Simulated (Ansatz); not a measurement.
Mo₆Se₁₃ (charge −1): geometry relaxation (part 1 of 3)

- system: Mo₆Se₁₃ (defect cell, 38 atoms in the cell, total charge −1)
- method: DFT PBE, scalar-relativistic, plane waves, PAW, spin-polarised (Ansatz 0.2.0)

The structure derives from a Materials Project entry. It belongs to a series of runs on one base structure; here: Mo vacancy (site a), charge -1, atoms relaxed at the host's cell, started again with a moment of 1 μB.

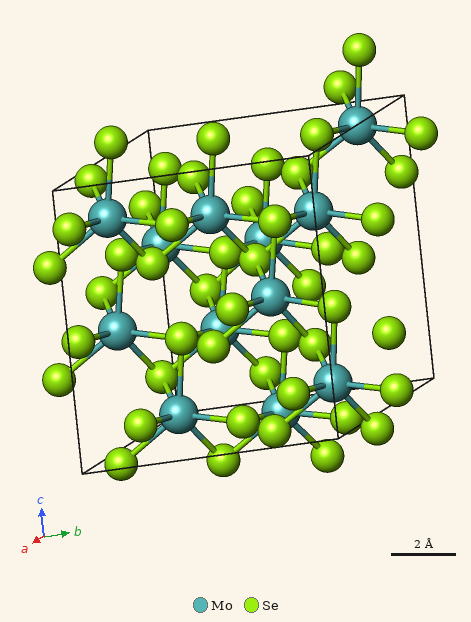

Figure 1. The input geometry (ball-and-stick view of the cell of the calculation, seen slightly off an axis; bonded neighbours outside the cell are drawn too). An atom can appear more than once, as a periodic image. Near neighbours in the periodic cell (some may lie outside the picture): Mo has 6 Se at 2.52 to 2.55 Å; Se has 3 Mo at 2.53 to 2.55 Å; Se has 2 Mo at 2.52 Å.

## The input
```yaml
crystal:
  lattice:
    - [-4.9814417626, 4.7933945709, -7.4957540085]
    - [6.6419223501, 1.9173578284, -7.4957540085]
    - [-1.6604805875, -6.7107523993, -7.4957540085]
  atoms:
    - { symbol: Mo, position: [0.8717618175, 0.9519623577, 0.1760436359] }
    - { symbol: Mo, position: [0.4135008192, 0.5606590205, 0.0256079714] }
    - { symbol: Mo, position: [0.1769763069, 0.8771513654, 0.9454682277] }
    - { symbol: Mo, position: [0.7170748694, 0.4868852425, 0.7957973223] }
    - { symbol: Mo, position: [0.0221974821, 0.410223356, 0.5673469731] }
    - { symbol: Mo, position: [0.6419511685, 0.2555364078, 0.1022698579] }
    - { symbol: Mo, position: [0.948423704, 0.1804127069, 0.8709210232] }
    - { symbol: Mo, position: [0.4846540612, 0.7948932309, 0.7200019071] }
    - { symbol: Mo, position: [0.2564316925, 0.1046172917, 0.638500215] }
    - { symbol: Mo, position: [0.7916220739, 0.7154378453, 0.4925359808] }
    - { symbol: Mo, position: [0.338689827, 0.3300836124, 0.3308224607] }
    - { symbol: Mo, position: [0.5661557533, 0.0231155996, 0.4102778463] }
    - { symbol: Se, position: [0.3616157825, 0.9000773209, 0.5154619363] }
    - { symbol: Se, position: [0.1307174304, 0.2115119155, 0.4358688488] }
    - { symbol: Se, position: [0.6730503771, 0.8204842334, 0.2845635843] }
    - { symbol: Se, position: [0.4413572642, 0.127215604, 0.2072336669] }
    - { symbol: Se, position: [0.9790451368, 0.7493858194, 0.0545381426], spin: 0.167 }
    - { symbol: Se, position: [0.2820226949, 0.6691789689, 0.8268965309] }
    - { symbol: Se, position: [0.9006919888, 0.5175066753, 0.3647704348], spin: 0.167 }
    - { symbol: Se, position: [0.2109242809, 0.4391535272, 0.1328912907], spin: 0.167 }
    - { symbol: Se, position: [0.7464299484, 0.0545387486, 0.9747055393] }
    - { symbol: Se, position: [0.5160772102, 0.3593209239, 0.9002761022] }
    - { symbol: Se, position: [0.053387513, 0.9798188026, 0.7426002194] }
    - { symbol: Se, position: [0.5887540656, 0.5918490515, 0.595203418] }
    - { symbol: Se, position: [0.8208593854, 0.2848914868, 0.669923364] }
    - { symbol: Se, position: [0.5098363229, 0.0482978614, 0.6636824768] }
    - { symbol: Se, position: [0.2784197965, 0.3591427145, 0.5835745061] }
    - { symbol: Se, position: [0.820681176, 0.9681898907, 0.4322659503] }
    - { symbol: Se, position: [0.5906037241, 0.2764290066, 0.3564558822] }
    - { symbol: Se, position: [0.1235551043, 0.8937751748, 0.1990219817], spin: 0.167 }
    - { symbol: Se, position: [0.4297283523, 0.8168813349, 0.9745273299] }
    - { symbol: Se, position: [0.0451758278, 0.6620166427, 0.5091597902], spin: 0.167 }
    - { symbol: Se, position: [0.3553136364, 0.5836373663, 0.2774012581], spin: 0.167 }
    - { symbol: Se, position: [0.8958492428, 0.2040023121, 0.1240698967] }
    - { symbol: Se, position: [0.6655407736, 0.5086852813, 0.0496953967] }
    - { symbol: Se, position: [0.2026097284, 0.1290652626, 0.891813622] }
    - { symbol: Se, position: [0.7379674681, 0.7410712668, 0.744449878] }
    - { symbol: Se, position: [0.9702237429, 0.4343107813, 0.8193869275] }
  host:
    lattice:
      - [1.6604805875, 0.9586789142, 7.4957540085]
      - [-1.6604805875, 0.9586789142, 7.4957540085]
      - [0.0, -1.9173578284, 7.4957540085]
    atoms:
      - { symbol: Mo, position: [0.6667793177, 0.6667793177, 0.6667793177] }
      - { symbol: Se, position: [0.4076473822, 0.4076473822, 0.4076473822] }
      - { symbol: Se, position: [0.2592403, 0.2592403, 0.2592403] }
total_charge: -1
basis:
  ecutwfc: 420
  xc_grid: 2
kpoints:
  mp_grid: { grid: [2, 2, 2], shift: [0.5, 0.5, 0.5] }
hamiltonian:
  xc: pbe
scf:
  occupations: { method: gaussian, width: 0.01 }
output:
  forces: true
  stress: false
  eigenvalues: true
  populations: true
  charged_corrections:
    defect_position: [0.10245145, 0.64091299, 0.25629761]
    epsilon: [[15.0096, 0.0, 0.0], [0.0, 15.0096, 0.0], [0.0, 0.0, 4.1627]]
  write_density: true
  write_potential: true
  elf: true
  volumetric_format: npy
magnetization:
  spin_polarized: true
relax:
  adjacent_minimum: "off"
  f_tol: 0.025
  max_steps: 45
```

Launched with:
```bash
ansatz run input.yaml --threads 4 --pin off --max-ram 10240MiB --backend cpu --events-out ev --progress --plain --runs-dir out
```

## Log
```
Engine: ansatz 0.2.0, x86_64-unknown-linux-gnu
Pseudopotentials: kind: paw
Pseudopotential: Mo, paw, valence charge 14, recommended cutoff 420 eV (normal), Mo.paw.azcp
Pseudopotential: Se, paw, valence charge 16, recommended cutoff 420 eV (normal), Se.paw.azcp
Functional definition: PBE
  parameter kappa = 0.804
  parameter beta = 0.06672455060314922
  exchange = pbe_x(kappa = kappa, mu = beta*pi^2/3)
  correlation = pbe_c(beta = beta)
Crystal: 38 atoms, lattice volume = 930.715 Å³
Basis set: ecut = 420 eV, 18133 PW (Γ), exchange–correlation on 144×144×144 points (8 copies of the dense FFT grid, shifted against one another)
Bands: 352, of which v1, the nominal top of the filled ones, is band 293 counted from 1 (292 counted from 0)
Symmetry: 3 space group operations
Space group: R3 (ITA 146), of the structure as read, at distance tolerance 9.8e-5 Å
Magnetic group: BNS 146.10 (UNI 1240), of the structure as read, at distance tolerance 9.8e-5 Å
k-points: 2 of 8 (time reversal used)
Non-local potential: Mo, projectors of the file, l = 0: 3, l = 1: 2, l = 2: 2, l = 3: 1
Non-local potential: Se, projectors of the file, l = 0: 2, l = 1: 2, l = 2: 3, l = 3: 1
PAW form: soft (Blöchl's): semilocal exchange-correlation on the pseudo side does not see the compensation charge
PAW one-centre angular grid: Mo, 590 points (default); XC on 64 Gauss nodes
PAW one-centre angular grid: Se, 590 points (default); XC on 64 Gauss nodes
Initial density: superposition of atomic densities (chi_scale 0.1, normalization cell)
Starting moments: Σ|m| = 1.002 μB on 6 of 38 sites
Initial wavefunctions: pseudopotential atomic-orbital guess
Functional: x = pbe(κ = 0.804, μ = 0.2195149727645171), c = pbe(β = 0.06672455060314922)
SCF iter   1: F=—  HF=-201688.363753 eV  |F-HF|=—  |Δ(HF+E_count)|=         —  Δρ=3.28e-2 (↑3.22e-2 ↓3.28e-2)  dr2=5.98e1  dr2_m=1.20e-2  M=0.622 μB ∫|m|=0.695 μB  β_m=0.30  ethr=3.10e-3  ⟨swp⟩=6.0  Hψ=4620  notcnv=0  defer=129
Mixer restart at iter 1: flushing history
preconditioner: auto → none  [metal: Δε(μ)=0.006 eV  Ē_g=8.689 eV  σ=0.010 eV  W_gap=0.32  n_scr=246 (ndim 8)  ℏωp=18.4 eV  f_vac=0.177  D(μ)=56.12/eV (n_scr^D=594)  sad-step TF]
SCF iter   2: F=—  HF=-201681.847988 eV  |F-HF|=—  |Δ(HF+E_count)|=    6.52e0  Δρ=1.88e-2 (↑1.75e-2 ↓1.88e-2)  dr2=1.48e1  dr2_m=2.27e-2  M=1.498 μB ∫|m|=1.531 μB  β_m=0.45  ethr=3.10e-3  ⟨swp⟩=2.0  Hψ=1804  notcnv=0  defer=212
preconditioner: auto → Resta (q_TF=auto, 2.525 Å⁻¹)  ε∞=5.8  [insulator: Δε(μ)=0.024 eV  Ē_g=8.398 eV  σ=0.010 eV  W_gap=0.91  n_scr=246 (ndim 8)  ℏωp=18.4 eV  f_vac=0.180  D(μ)=22.69/eV (n_scr^D=148)  ε∞_Penn≈5.8]
spin=Collinear: Resta preconditioning applied to the charge; magnetization (m = ρ↑ − ρ↓) channel mixes plain (no charge-response kernel on spin).
SCF iter   3: F=—  HF=-201679.917127 eV  |F-HF|=—  |Δ(HF+E_count)|=    1.93e0  Δρ=6.57e-3 (↑6.32e-3 ↓6.57e-3)  dr2=1.87e0  dr2_m=4.79e-2  M=2.801 μB ∫|m|=2.856 μB  β_m=0.69  ethr=2.53e-3  ⟨swp⟩=2.0  Hψ=1784  notcnv=0  defer=212
SCF iter   4: F=—  HF=-201679.926468 eV  |F-HF|=—  |Δ(HF+E_count)|=   9.34e-3  Δρ=4.32e-3 (↑3.82e-3 ↓4.32e-3)  dr2=1.72e0  dr2_m=1.97e-3  M=3.000 μB ∫|m|=3.100 μB  β_m=0.57  ethr=3.20e-4  ⟨swp⟩=3.0  Hψ=2000  notcnv=0  defer=214
SCF iter   5: F=—  HF=-201679.780010 eV  |F-HF|=—  |Δ(HF+E_count)|=   1.46e-1  Δρ=1.87e-3 (↑1.87e-3 ↓1.56e-3)  dr2=2.52e-1  dr2_m=3.03e-3  M=3.252 μB ∫|m|=3.363 μB  β_m=0.54  ethr=2.94e-4  ⟨swp⟩=3.0  Hψ=1546  notcnv=0  defer=214
SCF iter   6: F=—  HF=-201679.768578 eV  |F-HF|=—  |Δ(HF+E_count)|=         —  Δρ=9.37e-4 (↑9.37e-4 ↓7.96e-4)  dr2=2.39e-2  dr2_m=3.26e-3  M=3.483 μB ∫|m|=3.600 μB  β_m=0.54  ethr=4.32e-5  ⟨swp⟩=2.0  Hψ=1471  notcnv=0  defer=214
SCF iter   7: F=—  HF=-201679.780158 eV  |F-HF|=—  |Δ(HF+E_count)|=   1.16e-2  Δρ=5.02e-4 (↑5.02e-4 ↓4.96e-4)  dr2=1.16e-2  dr2_m=9.48e-4  M=3.499 μB ∫|m|=3.630 μB  β_m=0.77  ethr=4.08e-6  ⟨swp⟩=2.0  Hψ=1718  notcnv=0  defer=214
SCF iter   8: F=—  HF=-201679.787537 eV  |F-HF|=—  |Δ(HF+E_count)|=   7.38e-3  Δρ=1.20e-4 (↑1.20e-4 ↓1.13e-4)  dr2=9.33e-4  dr2_m=1.81e-5  M=3.500 μB ∫|m|=3.651 μB  β_m=0.85  ethr=1.99e-6  ⟨swp⟩=2.0  Hψ=1890  notcnv=0  defer=214
SCF iter   9: F=—  HF=-201679.788545 eV  |F-HF|=—  |Δ(HF+E_count)|=   1.01e-3  Δρ=1.45e-4 (↑1.38e-4 ↓1.45e-4)  dr2=2.26e-3  dr2_m=5.82e-6  M=3.500 μB ∫|m|=3.656 μB  β_m=0.85  ethr=1.59e-7  ⟨swp⟩=2.8  Hψ=2572  notcnv=0  defer=213
SCF iter  10: F=—  HF=-201679.788569 eV  |F-HF|=—  |Δ(HF+E_count)|=   2.39e-5  Δρ=7.45e-5 (↑7.45e-5 ↓7.44e-5)  dr2=6.19e-4  dr2_m=3.52e-6  M=3.500 μB ∫|m|=3.657 μB  β_m=0.86  ethr=1.59e-7  ⟨swp⟩=2.0  Hψ=1721  notcnv=0  defer=213
SCF iter  11: F=—  HF=-201679.788640 eV  |F-HF|=—  |Δ(HF+E_count)|=   7.05e-5  Δρ=2.66e-5 (↑2.66e-5 ↓2.44e-5)  dr2=6.11e-5  dr2_m=6.48e-7  M=3.500 μB ∫|m|=3.657 μB  β_m=0.81  ethr=1.06e-7  ⟨swp⟩=2.0  Hψ=1646  notcnv=0  defer=213
SCF iter  12: F=—  HF=-201679.788662 eV  |F-HF|=—  |Δ(HF+E_count)|=   2.24e-5  Δρ=3.13e-5 (↑3.13e-5 ↓2.62e-5)  dr2=7.84e-5  dr2_m=2.41e-7  M=3.500 μB ∫|m|=3.658 μB  β_m=0.66  ethr=1.04e-8  ⟨swp⟩=2.0  Hψ=2482  notcnv=0  defer=213
SCF iter  13: F=—  HF=-201679.788663 eV  |F-HF|=—  |Δ(HF+E_count)|=   7.33e-7  Δρ=1.64e-5 (↑1.64e-5 ↓1.54e-5)  dr2=2.11e-5  dr2_m=1.57e-7  M=3.500 μB ∫|m|=3.658 μB  β_m=0.57  ethr=1.04e-8  ⟨swp⟩=2.0  Hψ=1737  notcnv=0  defer=213
SCF iter  14: F=-201679.788657 eV  HF=-201679.788663 eV  |F-HF|=6.14e-6  |Δ(HF+E_count)|=   2.97e-7  Δρ=1.02e-5 (↑8.59e-6 ↓1.02e-5)  dr2=8.32e-6  dr2_m=8.62e-8  M=3.500 μB ∫|m|=3.658 μB  ethr=2.67e-9  ⟨swp⟩=17.5  Hψ=12601  notcnv=0
SCF 1 converged in 14 iterations: F = -201679.788657 eV  dr2 = 8.32e-6
  greatest PAW one-centre occupation: 1.000 electrons in one spin orbital (limit 2), on the Se atom at site 18 (counted from 0), in its partial waves of l = 2
relax step   1: F+E_penalty+E_count = -201679.78865718 eV  Δ(F+E_penalty+E_count) = +0.000e0 eV  max|allowed force component| = 1.511e-2 eV/Å  Δτ_max = 0.0000 Å  (14 SCF iters, dr2 threshold 1.56e-5 eV, accepted)
Initial density: handed on by an earlier stage of this run
Starting moments: Σ|m| = 1.002 μB on 6 of 38 sites; this step starts from the density that it was given
Initial wavefunctions: those handed on with the density
iter 1 solved again at ethr=3.68e-10 eV; its pass at ethr=3.10e-3 eV (dr2=2.15e-6 eV) is discarded
SCF iter   1: F=—  HF=-201679.788661 eV  |F-HF|=—  |Δ(HF+E_count)|=         —  Δρ=6.40e-6 (↑5.94e-6 ↓6.40e-6)  dr2=2.17e-6  dr2_m=6.92e-8  M=3.500 μB ∫|m|=3.658 μB  β_m=0.65  ethr=3.68e-10  ⟨swp⟩=1.0  Hψ=3272  notcnv=0
preconditioner: auto → Resta (q_TF=auto, 2.525 Å⁻¹)  ε∞=6.1  [insulator: Δε(μ)=0.058 eV  Ē_g=8.142 eV  σ=0.010 eV  W_gap=1.00  n_scr=246 (ndim 8)  ℏωp=18.4 eV  f_vac=0.196  D(μ)=0.01/eV (n_scr^D=0)  ε∞_Penn≈6.1]
spin=Collinear: Resta preconditioning applied to the charge; magnetization (m = ρ↑ − ρ↓) channel mixes plain (no charge-response kernel on spin).
SCF iter   2: F=—  HF=-201679.788663 eV  |F-HF|=—  |Δ(HF+E_count)|=   2.11e-6  Δρ=4.41e-6 (↑4.41e-6 ↓3.91e-6)  dr2=1.23e-6  dr2_m=2.25e-8  M=3.500 μB ∫|m|=3.658 μB  β_m=0.55  ethr=3.68e-10  ⟨swp⟩=2.0  Hψ=1770  notcnv=0
SCF iter   3: F=—  HF=-201679.788663 eV  |F-HF|=—  |Δ(HF+E_count)|=   3.49e-7  Δρ=3.51e-6 (↑3.51e-6 ↓3.33e-6)  dr2=1.16e-6  dr2_m=1.09e-8  M=3.500 μB ∫|m|=3.658 μB  β_m=0.51  ethr=2.11e-10  ⟨swp⟩=2.0  Hψ=1738  notcnv=0
SCF iter   4: F=—  HF=-201679.788663 eV  |F-HF|=—  |Δ(HF+E_count)|=   1.29e-7  Δρ=1.45e-6 (↑1.41e-6 ↓1.45e-6)  dr2=1.62e-7  dr2_m=1.07e-9  M=3.500 μB ∫|m|=3.657 μB  β_m=0.47  ethr=1.98e-10  ⟨swp⟩=2.0  Hψ=1758  notcnv=0
SCF iter   5: F=—  HF=-201679.788663 eV  |F-HF|=—  |Δ(HF+E_count)|=   1.07e-8  Δρ=9.35e-7 (↑9.35e-7 ↓8.00e-7)  dr2=3.13e-8  dr2_m=3.95e-10  M=3.500 μB ∫|m|=3.657 μB  β_m=0.73  ethr=2.77e-11  ⟨swp⟩=2.0  Hψ=1756  notcnv=0
SCF iter   6: F=-201679.788664 eV  HF=-201679.788664 eV  |F-HF|=1.75e-8  |Δ(HF+E_count)|=   8.02e-8  Δρ=6.48e-7 (↑6.48e-7 ↓5.30e-7)  dr2=3.43e-8  dr2_m=7.63e-11  M=3.500 μB ∫|m|=3.657 μB  ethr=5.35e-12  ⟨swp⟩=6.2  Hψ=8087  notcnv=0
SCF 2 converged in 6 iterations: F = -201679.788664 eV  dr2 = 3.43e-8
relax step   2: F+E_penalty+E_count = -201679.78866352 eV  Δ(F+E_penalty+E_count) = -6.349e-6 eV  max|allowed force component| = 1.517e-2 eV/Å  Δτ_max = 0.0000 Å  (6 SCF iters, accepted)
```

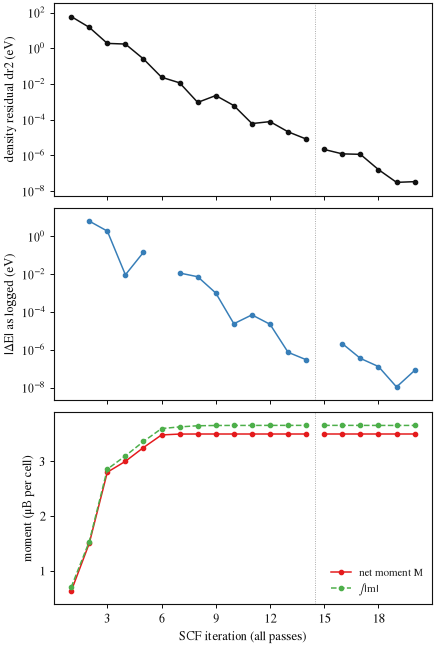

Figure 2. Convergence of the self-consistent field: density residual dr2, size of the energy change and magnetic moment against the SCF iteration. The dotted lines part the SCF passes of the relaxation: geometry steps, rejected trials and re-solves on a re-selected basis. The passes take 14 and 6 iterations. The net moment goes from 0.6 to 3.5 μB per cell.

```
SCF converged after 6 iterations
Magnetization: 3.5000 μB (294.2500 up, 290.7500 down)
Absolute magnetization: 3.6039 μB (∫|ρ↑−ρ↓|, with the PAW one-centre terms)
Spin contamination: 0.0185 ħ² per cell (⟨S²⟩ above its minimum at these occupations)
Per-site moments (μB) at R_I (Å): [(0.1966532168422071, 1.0386675062013426), (0.19665321684220727, 1.0386675062013433), (0.18331880880081464, 1.0392057162590542), (0.018197713348950213, 1.04797278720251), (0.19665321684220727, 1.0386675062013433), (0.01819771334894963, 1.0479727872025095), (0.01819771334894978, 1.0479727872025095), (0.012845433239410623, 1.04886146977427), (0.0128454332394106, 1.048861469774269), (0.18331880880081453, 1.0392057162590553), (0.18331880880081472, 1.0392057162590553), (0.012845433239410793, 1.0488614697742706), (0.004781595025824938, 1.0496130998855833), (0.0038512484733622906, 1.0499775784164254), (0.0038512484733621895, 1.0499775784164254), (0.006831393400930755, 1.0450237400452596), (0.1604562382581357, 1.038895103009717), (0.003851248473362472, 1.0499775784164254), (0.16045623825813554, 1.0388951030097173), (0.16045623825813612, 1.0388951030097175), (0.006135555158458189, 1.0441956797924858), (0.006135555158458292, 1.0441956797924854), (0.006831393400930969, 1.0450237400452582), (0.006831393400931034, 1.0450237400452587), (0.006135555158457982, 1.0441956797924858), (0.0047430311713959625, 1.0493564917355407), (0.0035982425180952422, 1.0500983744966612), (0.0035982425180953077, 1.0500983744966612), (0.006950529476453575, 1.045298705039727), (0.15842822776365997, 1.0386675062013426), (0.0035982425180949807, 1.0500983744966617), (0.15842822776366053, 1.0386675062013433), (0.15842822776366022, 1.0386675062013433), (0.006293786404932995, 1.0444918711285114), (0.006293786404932779, 1.0444918711285112), (0.006950529476453594, 1.0452987050397275), (0.0069505294764534015, 1.0452987050397273), (0.0062937864049327505, 1.0444918711285116)]
Free energy (F): -201679.788664 eV
Harris-Foulkes:  -201679.788664 eV  (|F-HF|=1.75e-8)
Internal energy: -201679.788663 eV  (E = F + TS)
E sigma→0 (E₀):  -201679.788663 eV
Entropy (-TS):   -0.000001 eV (-0.000 meV/atom)
Fermi energy:    9.435920 eV
--- Per-component energies (eV) ---
  E_band       = -12177.391275
  E_kinetic    = 8386.872791
  E_local      = -97885.811316  (includes V_loc(G=0)·N_el)
  E_nonlocal   = -13764.849450
  E_hartree    = 46220.412717
  E_xc         = -4921.701767
  E_vxc        = -5314.213344  (∫ρ·V_xc dr)
  E_paw        = -88112.535005  (= ΣΔE_a)
  E_vpaw       = 3959.802135  (= ΣTr[D̂ρ^β])
  E_aug_tail   = -0.014634  (compensation charges beyond the density's cutoff)
  E_ewald      = -51602.161999
  E_smearing   = -0.000001  (= −TS)
  E_closure    = -0.000000  (closes the sum)
  E_deformation_potential = -15.080422  (in the stress; not in F)
  Σ components = -201679.788664   (vs F -201679.788664, Δ=0.00e0)
```
